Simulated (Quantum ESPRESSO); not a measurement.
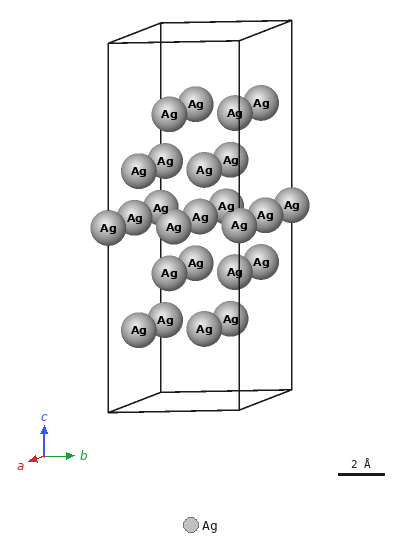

Figure 1. The input geometry (spheres-only view of the 2 × 2 repeat of the cell, with the vacuum cut short, seen slightly off an axis). An atom can appear more than once, as a periodic image.

## Workfunction calculation of Ag (part 1 of 2)

System: Ag (slab, 5 atoms in the cell).
Method: Kohn-Sham DFT of a periodic cell, PBEsol, SG15 PBE 1.2, no spin polarisation (Quantum ESPRESSO 7.5).

The structure derives from an entry of the Crystallography Open Database.

## Input
```
&CONTROL
  calculation = 'scf'
  prefix = 'pwscf'
  outdir = './tmp'
  pseudo_dir = './pseudo'
  tprnfor = .true.
  disk_io = 'low'
/
&SYSTEM
  ibrav = 0
  celldm(1) = 8
  nat = 5
  ntyp = 1
  ecutwfc = 70
  nbnd = 61
  input_dft = 'pbesol'
  occupations = 'smearing'
  smearing = 'fd'
  degauss = 0.00367493
/
&ELECTRONS
  conv_thr = 5d-09
  electron_maxstep = 150
  mixing_beta = 0.3
  mixing_mode = 'local-TF'
/
ATOMIC_SPECIES
Ag   107.8682 Ag_ONCV_PBE-1.2.upf
CELL_PARAMETERS alat
  0.6825170447991   0.0000000000000  -0.0000000000000
 -0.3412585223996   0.5910770993119   0.0000000000000
  0.0000000000000   0.0000000000000   5.7723278176868
ATOMIC_POSITIONS crystal
Ag     0.6666666667    0.3333333333    0.3069157362
Ag     0.3333333333    0.6666666667    0.4034578681
Ag     0.0000000000    0.0000000000    0.5000000000
Ag     0.6666666667    0.3333333333    0.5965421319
Ag     0.3333333333    0.6666666667    0.6930842638
K_POINTS automatic
7 7 1 0 0 0
```

## File pp_density.in
```
&INPUTPP
  prefix = 'pwscf'
  outdir = './tmp'
  filplot = 'density.dat'
  plot_num = 0
/
&PLOT
  nfile = 1
  filepp(1) = 'density.dat'
  iflag = 3
  output_format = 6
  fileout = 'density.cube'
/
```

## File pp_potential.in
```
&INPUTPP
  prefix = 'pwscf'
  outdir = './tmp'
  filplot = 'potential.dat'
  plot_num = 11
/
&PLOT
  nfile = 1
  filepp(1) = 'potential.dat'
  iflag = 3
  output_format = 6
  fileout = 'potential.cube'
/
```

## File pp_elf.in
```
&INPUTPP
  prefix = 'pwscf'
  outdir = './tmp'
  filplot = 'elf.dat'
  plot_num = 8
/
&PLOT
  nfile = 1
  filepp(1) = 'elf.dat'
  iflag = 3
  output_format = 6
  fileout = 'elf.cube'
/
```

Run as:
```bash
OMP_NUM_THREADS=1 mpirun -n 2 pw.x -nk 2 -in pw.in > pw.out
OMP_NUM_THREADS=1 mpirun -n 1 pp.x -in pp_density.in > pp_density.out
OMP_NUM_THREADS=1 mpirun -n 1 pp.x -in pp_potential.in > pp_potential.out
OMP_NUM_THREADS=1 mpirun -n 1 pp.x -in pp_elf.in > pp_elf.out
```

## Output
```
This program is part of the open-source Quantum ESPRESSO suite
     for quantum simulation of materials; please cite
         "P. Giannozzi et al., J. Phys.:Condens. Matter 21 395502 (2009);
         "P. Giannozzi et al., J. Phys.:Condens. Matter 29 465901 (2017);
         "P. Giannozzi et al., J. Chem. Phys. 152 154105 (2020);
          URL
     in publications or presentations arising from this work. More details at

     IMPORTANT: XC functional enforced from input :
     Exchange-correlation= PBESOL
                           (   1   4  10   8   0   0   0)
     Any further DFT definition will be discarded
     Please, verify this is what you really want

     Message from routine setup:
     using ibrav=0 with symmetry is DISCOURAGED, use correct ibrav instead

     K-points division:     npool     =       2
     Subspace diagonalization in iterative solution of the eigenvalue problem:
     a serial algorithm will be used

     G-vector sticks info
     --------------------
     sticks:   dense  smooth     PW     G-vecs:    dense   smooth      PW
     Sum         583     583    163                94571    94571   14911

     Using Slab Decomposition

     bravais-lattice index     =            0
     lattice parameter (alat)  =       8.0000  a.u.
     unit-cell volume          =    1192.2809 (a.u.)^3
     number of atoms/cell      =            5
     number of atomic types    =            1
     number of electrons       =        95.00
     number of Kohn-Sham states=           61
     kinetic-energy cutoff     =      70.0000  Ry
     charge density cutoff     =     280.0000  Ry
     scf convergence threshold =      5.0E-09
     mixing beta               =       0.3000
     number of iterations used =            8  local-TF  mixing
     Exchange-correlation= PBESOL
                           (   1   4  10   8   0   0   0)

     celldm(1)=   8.000000  celldm(2)=   0.000000  celldm(3)=   0.000000
     celldm(4)=   0.000000  celldm(5)=   0.000000  celldm(6)=   0.000000

     crystal axes: (cart. coord. in units of alat)
               a(1) = (   0.682517   0.000000  -0.000000 )
               a(2) = (  -0.341259   0.591077   0.000000 )
               a(3) = (   0.000000   0.000000   5.772328 )

     reciprocal axes: (cart. coord. in units 2 pi/alat)
               b(1) = (  1.465165  0.845913 -0.000000 )
               b(2) = ( -0.000000  1.691827  0.000000 )
               b(3) = (  0.000000  0.000000  0.173240 )

     PseudoPot. # 1 for Ag read from file:
     Ag_ONCV_PBE-1.2.upf
     Pseudo is Norm-conserving, Zval = 19.0
     Generated using ONCVPSP code by D. R. Hamann
     Using radial grid of  602 points,  6 beta functions with:
                l(1) =   0
                l(2) =   0
                l(3) =   1
                l(4) =   1
                l(5) =   2
                l(6) =   2

     atomic species   valence    mass     pseudopotential
     Ag               19.00   107.86820     Ag( 1.00)

     12 Sym. Ops., with inversion, found

   Cartesian axes

     site n.     atom                  positions (alat units)
         1        Ag     tau(   1) = (   0.3412585   0.1970257   1.7716182  )
         2        Ag     tau(   2) = (  -0.0000000   0.3940514   2.3288911  )
         3        Ag     tau(   3) = (   0.0000000   0.0000000   2.8861639  )
         4        Ag     tau(   4) = (   0.3412585   0.1970257   3.4434367  )
         5        Ag     tau(   5) = (  -0.0000000   0.3940514   4.0007096  )

     number of k points=     8  Fermi-Dirac smearing, width (Ry)=  0.0037
                       cart. coord. in units 2pi/alat
        k(    1) = (   0.0000000   0.0000000   0.0000000), wk =   0.0408163
        k(    2) = (   0.0000000   0.2416895   0.0000000), wk =   0.2448980
        k(    3) = (   0.0000000   0.4833790   0.0000000), wk =   0.2448980
        k(    4) = (   0.0000000   0.7250686   0.0000000), wk =   0.2448980
        k(    5) = (   0.2093093   0.3625343   0.0000000), wk =   0.2448980
        k(    6) = (   0.2093093   0.6042238   0.0000000), wk =   0.4897959
        k(    7) = (   0.2093093   0.8459133   0.0000000), wk =   0.2448980
        k(    8) = (   0.4186185   0.7250686   0.0000000), wk =   0.2448980

     Dense  grid:    94571 G-vectors     FFT dimensions: (  30,  30, 250)

     Initial potential from superposition of free atoms

     starting charge      94.8047, renormalised to      95.0000

     negative rho (up, down):  2.877E-04 0.000E+00
     Starting wfcs are random

     Self-consistent Calculation

     iteration #  1     ecut=    70.00 Ry     beta= 0.30
     Davidson diagonalization with overlap
     ethr =  1.00E-02,  avg # of iterations = 11.1

     Threshold (ethr) on eigenvalues was too large:
     Diagonalizing with lowered threshold

     Davidson diagonalization with overlap
     ethr =  1.11E-04,  avg # of iterations =  4.8

     total energy              =   -1436.88483603 Ry
     estimated scf accuracy    <       0.10736272 Ry

     iteration #  2     ecut=    70.00 Ry     beta= 0.30
     Davidson diagonalization with overlap
     ethr =  1.13E-04,  avg # of iterations =  1.5

     total energy              =   -1436.86133977 Ry
     estimated scf accuracy    <       0.06994972 Ry

     iteration #  3     ecut=    70.00 Ry     beta= 0.30
     Davidson diagonalization with overlap
     ethr =  7.36E-05,  avg # of iterations =  4.4

     total energy              =   -1436.87003513 Ry
     estimated scf accuracy    <       0.01059303 Ry

     iteration #  4     ecut=    70.00 Ry     beta= 0.30
     Davidson diagonalization with overlap
     ethr =  1.12E-05,  avg # of iterations =  6.1

     total energy              =   -1436.86832518 Ry
     estimated scf accuracy    <       0.00779698 Ry

     iteration #  5     ecut=    70.00 Ry     beta= 0.30
     Davidson diagonalization with overlap
     ethr =  8.21E-06,  avg # of iterations =  5.4

     total energy              =   -1436.86861002 Ry
     estimated scf accuracy    <       0.00260430 Ry

     iteration #  6     ecut=    70.00 Ry     beta= 0.30
     Davidson diagonalization with overlap
     ethr =  2.74E-06,  avg # of iterations =  7.0

     total energy              =   -1436.86852764 Ry
     estimated scf accuracy    <       0.00122012 Ry

     iteration #  7     ecut=    70.00 Ry     beta= 0.30
     Davidson diagonalization with overlap
     ethr =  1.28E-06,  avg # of iterations =  5.4

     negative rho (up, down):  8.781E-04 0.000E+00

     total energy              =   -1436.86856585 Ry
     estimated scf accuracy    <       0.00063425 Ry

     iteration #  8     ecut=    70.00 Ry     beta= 0.30
     Davidson diagonalization with overlap
     ethr =  6.68E-07,  avg # of iterations =  5.2

     negative rho (up, down):  2.179E-03 0.000E+00

     total energy              =   -1436.86861187 Ry
     estimated scf accuracy    <       0.00076702 Ry

     iteration #  9     ecut=    70.00 Ry     beta= 0.30
     Davidson diagonalization with overlap
     ethr =  6.68E-07,  avg # of iterations =  4.4

     negative rho (up, down):  4.452E-04 0.000E+00

     total energy              =   -1436.86864590 Ry
     estimated scf accuracy    <       0.00015977 Ry

     iteration # 10     ecut=    70.00 Ry     beta= 0.30
     Davidson diagonalization with overlap
     ethr =  1.68E-07,  avg # of iterations =  5.2

     negative rho (up, down):  4.859E-04 0.000E+00

     total energy              =   -1436.86869197 Ry
     estimated scf accuracy    <       0.00011696 Ry

     iteration # 11     ecut=    70.00 Ry     beta= 0.30
     Davidson diagonalization with overlap
     ethr =  1.23E-07,  avg # of iterations =  3.1

     negative rho (up, down):  2.894E-05 0.000E+00

     total energy              =   -1436.86869420 Ry
     estimated scf accuracy    <       0.00000927 Ry

     iteration # 12     ecut=    70.00 Ry     beta= 0.30
     Davidson diagonalization with overlap
     ethr =  9.76E-09,  avg # of iterations =  5.0

     negative rho (up, down):  1.462E-04 0.000E+00

     total energy              =   -1436.86869767 Ry
     estimated scf accuracy    <       0.00000269 Ry

     iteration # 13     ecut=    70.00 Ry     beta= 0.30
     Davidson diagonalization with overlap
     ethr =  2.83E-09,  avg # of iterations =  2.6

     negative rho (up, down):  4.709E-05 0.000E+00

     total energy              =   -1436.86869748 Ry
     estimated scf accuracy    <       0.00000012 Ry

     iteration # 14     ecut=    70.00 Ry     beta= 0.30
     Davidson diagonalization with overlap
     ethr =  1.31E-10,  avg # of iterations =  2.1

     negative rho (up, down):  4.933E-06 0.000E+00

     total energy              =   -1436.86869732 Ry
     estimated scf accuracy    <       0.00000005 Ry

     iteration # 15     ecut=    70.00 Ry     beta= 0.30
     Davidson diagonalization with overlap
     ethr =  5.67E-11,  avg # of iterations =  3.9

     negative rho (up, down):  7.857E-06 0.000E+00

     total energy              =   -1436.86869735 Ry
     estimated scf accuracy    <          7.5E-09 Ry

     iteration # 16     ecut=    70.00 Ry     beta= 0.30
     Davidson diagonalization with overlap
     ethr =  7.86E-12,  avg # of iterations =  2.0

     End of self-consistent calculation

          k = 0.0000 0.0000 0.0000 ( 11865 PWs)   bands (ev):

   -85.8374 -85.8158 -85.8141 -85.5452 -85.5452 -49.2243 -49.1614 -49.1097
   -49.1097 -49.1092 -49.0852 -49.0852 -49.0821 -49.0821 -48.8629 -48.8627
   -48.8239 -48.8239 -48.8239 -48.8239  -1.3109  -0.5989  -0.0898   0.1739
     0.1915   1.5110   1.5601   1.5601   1.5842   1.6055   1.6055   1.6869
     1.6869   1.9293   1.9293   1.9489   1.9489   2.0743   2.5845   2.5845
     2.6730   2.6730   2.9079   2.9079   3.2108   3.2108   3.3628   3.3628
     3.4873   5.5669   6.4271  10.3217  10.8377  11.2183  12.6263  13.0807
    15.4396  15.4685  18.4320  18.7165  21.6986

          k = 0.0000 0.2417 0.0000 ( 11835 PWs)   bands (ev):
```
